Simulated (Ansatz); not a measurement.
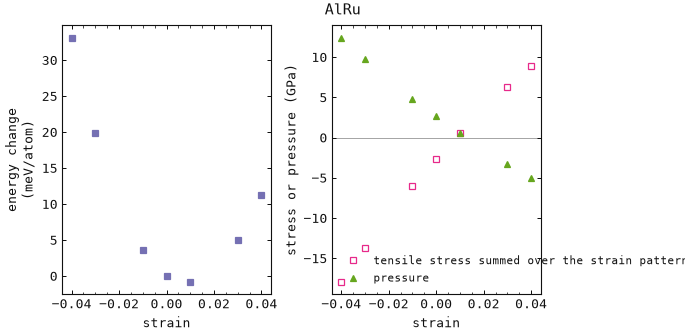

Plotted: energy change, tensile stress summed over the strain pattern and pressure against strain for AlRu, space group Pm-3m (No. 221).

Structure:
```
CELL_PARAMETERS angstrom
2.99160 0.00000 0.00000
0.00000 2.99160 0.00000
0.00000 0.00000 2.99160
ATOMIC_POSITIONS crystal
Al 0.00000 0.00000 0.00000
Ru 0.50000 0.50000 0.50000
```

How it was computed, with Ansatz 0.2.0: homogeneous strain of a crystal along one Voigt pattern with engineering shear, fractional coordinates fixed, by plane-wave density functional theory with PAW datasets, free energies less that of the undisturbed cell, pressure positive in compression; scalar-relativistic. Level: PBE, no spin polarisation.

wave cutoff 420 eV; k mesh 16×16×16; occupations Gaussian; smearing width 0.15 eV; k shift (0, 0, 0) (mesh steps); start as given; strain pattern (1, 0, 0, 0, 0, 0) (xx yy zz yz xz xy with engineering shear).

The points at strain −0.020, 0.020 and 0.035 are left out of the plot. What values does the calculation give there?

```tsv
strain	energy change (meV/atom)	tensile stress summed over the strain pattern (GPa)	pressure (GPa)
-0.020	10.18	-9.7	7.2
0.020	0.87	3.5	-1.4
0.035	7.88	7.6	-4.1
```

Limits of the calculation: reference crystal is not relaxed.
